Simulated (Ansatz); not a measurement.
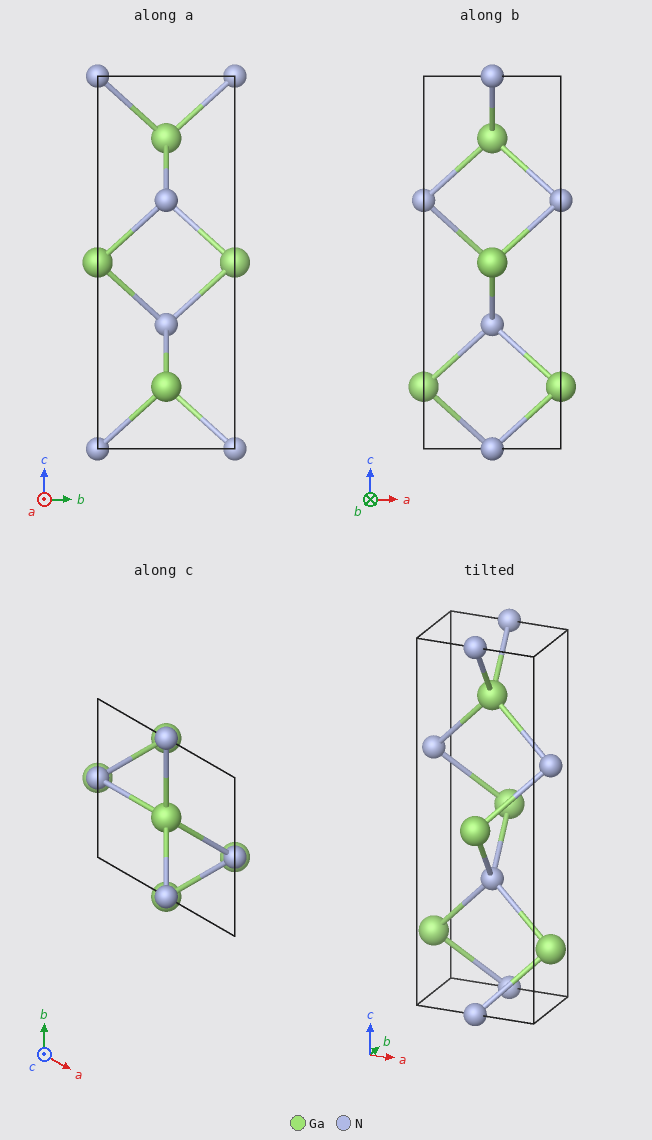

The image is a ball-and-stick drawing of a crystal, viewed along the a axis, along the b axis, along the c axis and slightly off an axis. One conventional unit cell is framed, with atoms on its boundary repeated.

Lattice parameters: a = 3.1636 Å, b = 3.1636 Å, c = 7.4393 Å, α = 90.000°, β = 90.000°, γ = 120.000°.

Convert the drawing into a CIF in P1 with every atom of the cell.

Answer.
```cif
data_structure
_symmetry_space_group_name_H-M 'P 1'
_symmetry_Int_Tables_number 1
_cell_length_a 3.1636
_cell_length_b 3.1636
_cell_length_c 7.4393
_cell_angle_alpha 90.000
_cell_angle_beta 90.000
_cell_angle_gamma 120.000
_cell_volume 64.48
loop_
_atom_site_label
_atom_site_type_symbol
_atom_site_fract_x
_atom_site_fract_y
_atom_site_fract_z
_atom_site_occupancy
Ga1 Ga 0.0000 0.5000 0.1667 1
Ga2 Ga 0.5000 0.5000 0.8333 1
Ga3 Ga 0.5000 0.0000 0.5000 1
N1 N 0.5000 0.5000 0.3333 1
N2 N 0.5000 0.0000 0.0000 1
N3 N 0.0000 0.5000 0.6667 1
```

The initial geometry was a structure type filled with these elements by a generator (whether the compound takes this form wasn't checked). Earlier steps of the study may have refined or changed the cell and positions. An electronic-structure calculation with Ansatz was run on it.
